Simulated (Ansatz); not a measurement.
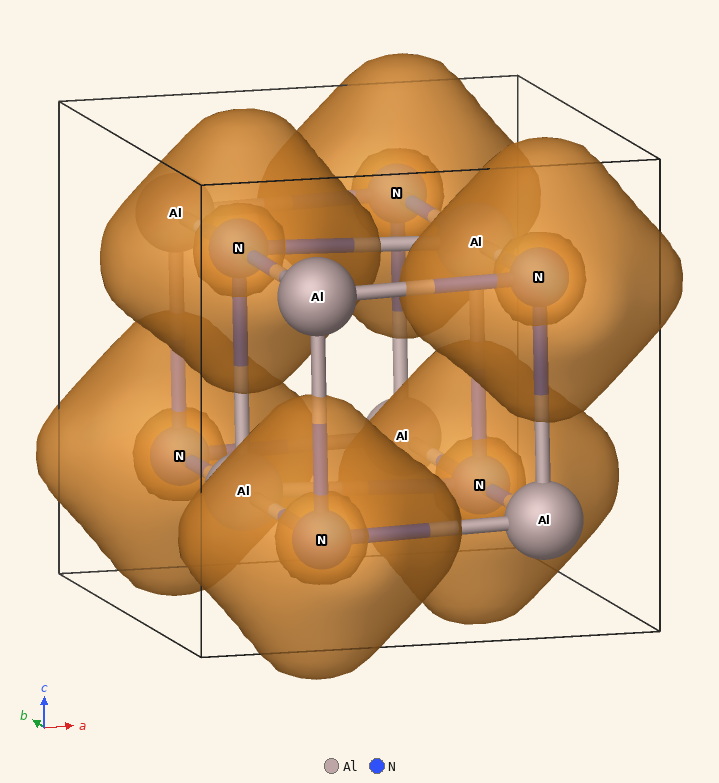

Figure 1: AlN. Isosurface of the ELF at 0.6 (orange), seen slightly off an axis. Core shells and regions of very low density are left out. Sticks mark near contacts.

Space group C2/m; a structure from a database of computed crystals, not necessarily the ambient phase; not relaxed (largest force 1.9 eV/Å).

Computed with DFT LDA, scalar-relativistic, plane waves, PAW (Ansatz 0.2.0).

In a PAW calculation such maps are meaningful between the atoms, not at the nuclei.

Input file:

```
crystal:
  lattice:
    - [0.0, -2.0055201245, -2.0055201245]
    - [0.0, 2.0055201245, -2.0055201245]
    - [4.0110402489, 0.0, 0.0]
  atoms:
    - { symbol: Al, position: [0.5028305949, 0.4971694051, 0.0002215185] }
    - { symbol: Al, position: [-0.0028305949, 0.0028305949, 0.4997784815] }
    - { symbol: "N", position: [0.5133132546, 0.4866867454, 0.4852407365] }
    - { symbol: "N", position: [-0.0133132546, 1.0133132546, 0.0147592635] }
basis:
  ecutwfc: 520.0
kpoints:
  mp_grid: { grid: [8, 8, 6] }
hamiltonian:
  xc: lda
scf:
  occupations: { method: gaussian, width: 0.05 }
output:
  forces: true
  stress: true
  eigenvalues: true
  write_density: true
  write_potential: true
  elf: true
  volumetric_format: npy
```

Launched as:

```sh
ansatz run input.yaml --threads 1 --pin off --max-ram 2048MiB --backend cpu --events-out ev --progress --plain --runs-dir out
```

Below, planes, directions and counts refer to the conventional cell (a = 4.01 Å, b = 4.01 Å, c = 4.01 Å, α = 90.00°, β = 90.00°, γ = 90.00°).

Q: Where are the electrons localised?

A: The surface consists of four regions on N in which the atom's valence shell and bonds are merged, counted in one cell of 8 atoms. Regions shared between cells count once. Along the contacts the grid gives the following. Al–N (1.94 Å): the ELF peaks at about 0.85 in the valence shell of N, 0.8 Å from its nucleus, and is about 0.80 at the midpoint. Al–N (2.01 Å): the ELF peaks at about 0.85 in the valence shell of N, 0.8 Å from its nucleus, and is about 0.80 at the midpoint.

Q: Does the calculation make it a metal, or give it a gap?

A: It is gapped, with a Kohn–Sham gap of 4.6 eV on the k-point mesh, an upper bound to the gap of this method.
